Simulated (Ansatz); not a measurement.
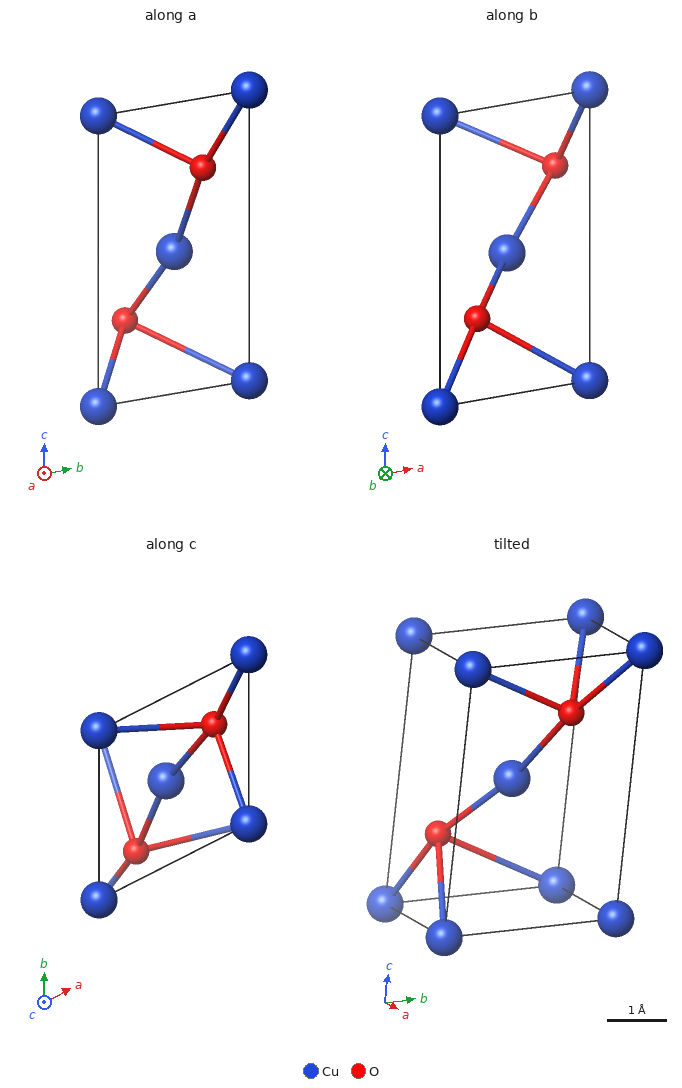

Drawn in the ball-and-stick manner and seen along the a axis, along the b axis, along the c axis and slightly off an axis. Lines trace the edges of the unit cell.

Lattice parameters: a = 2.9782 Å, b = 3.0004 Å, c = 5.1562 Å, α = 73.709°, β = 73.584°, γ = 60.275°.

Question: Write down what is shown as a CIF in P1 with every atom of the cell, with free fractional coordinates to two decimals.

Answer:
```cif
data_structure
_symmetry_space_group_name_H-M 'P 1'
_symmetry_Int_Tables_number 1
_cell_length_a 2.9782
_cell_length_b 3.0004
_cell_length_c 5.1562
_cell_angle_alpha 73.709
_cell_angle_beta 73.584
_cell_angle_gamma 60.275
_cell_volume 37.83
loop_
_atom_site_label
_atom_site_type_symbol
_atom_site_fract_x
_atom_site_fract_y
_atom_site_fract_z
_atom_site_occupancy
Cu1 Cu 0.00 0.00 0.00 1
Cu2 Cu 0.45 0.50 0.49 1
O1 O 0.25 0.18 0.28 1
O2 O 0.77 0.69 0.76 1
```

The initial geometry was a random cell made by a generator, so it need not be a real form of the compound. Earlier steps of the study may have refined or changed the cell and positions. It was set up as input for a calculation with Ansatz.
